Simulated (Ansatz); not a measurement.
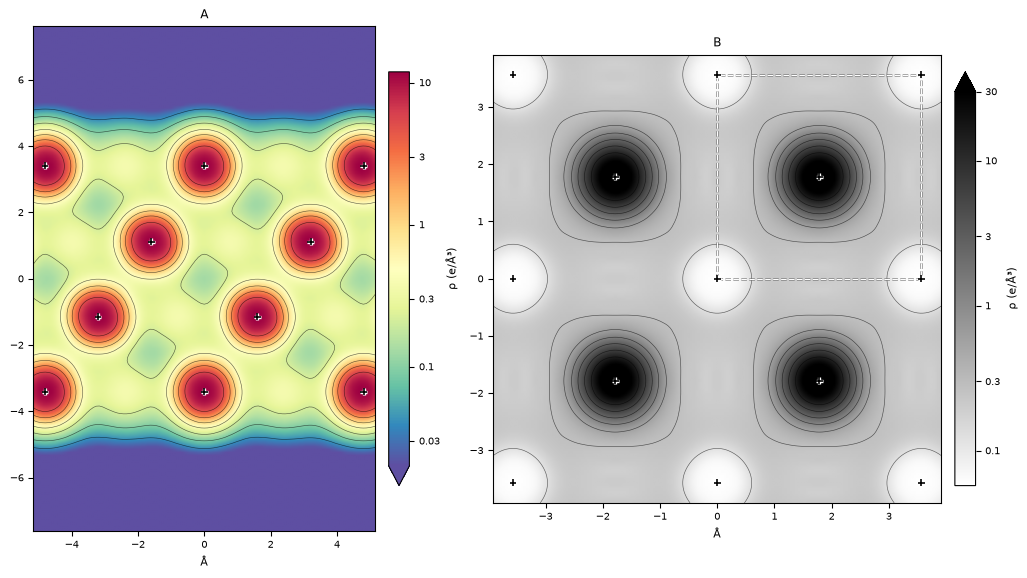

The valence charge density (pseudo) of 2 systems, each on a plane through atoms (crosses mark nuclei in the plane).

Theory: Ansatz 0.2.0, DFT r2SCAN, scalar-relativistic, plane waves, PAW.

System 1: AlNi₃, the (001) plane of the conventional cell. Space group Pm-3m; computed pressure about −7 GPa in this cell; spin-polarised.

```xyz
4
Lattice="3.5680 0.0000 0.0000 0.0000 3.5680 0.0000 0.0000 0.0000 3.5680" Properties=species:S:1:pos:R:3 pbc="T T T"
Al    0.0000    0.0000    0.0000
Ni    0.0000    1.7840    1.7840
Ni    1.7840    0.0000    1.7840
Ni    1.7840    1.7840    0.0000
```

System 2: Pt (slab), the (11̄0) plane of the calculation cell, a cut from vacuum to vacuum. 

```
CELL_PARAMETERS angstrom
5.54937 0.00000 0.00000
2.77469 4.80590 0.00000
0.00000 0.00000 24.79657
ATOMIC_POSITIONS crystal
Pt 0.00000 0.00000 0.36295
Pt 0.50000 0.00000 0.36295
Pt 0.00000 0.50000 0.36295
Pt 0.50000 0.50000 0.36295
Pt 0.16667 0.16667 0.45432
Pt 0.66667 0.16667 0.45432
Pt 0.16667 0.66667 0.45432
Pt 0.66667 0.66667 0.45432
Pt 0.83333 0.33333 0.54553
Pt 0.33333 0.33333 0.54553
Pt 0.83333 0.83333 0.54553
Pt 0.33333 0.83333 0.54553
Pt 0.00000 0.00000 0.63799
Pt 0.50000 0.00000 0.63799
Pt 0.00000 0.50000 0.63799
Pt 0.50000 0.50000 0.63799
```

Question: Which map belongs to which system?

Answer: Panel A is system 2, Pt: the plane holds Pt. Pt–Pt (2.77 Å): the density is about 0.38 e/Å³ at the midpoint. Panel B is system 1, AlNi₃: the plane holds Al and Ni. Al–Ni (2.52 Å): ρ is about 0.29 e/Å³ halfway.
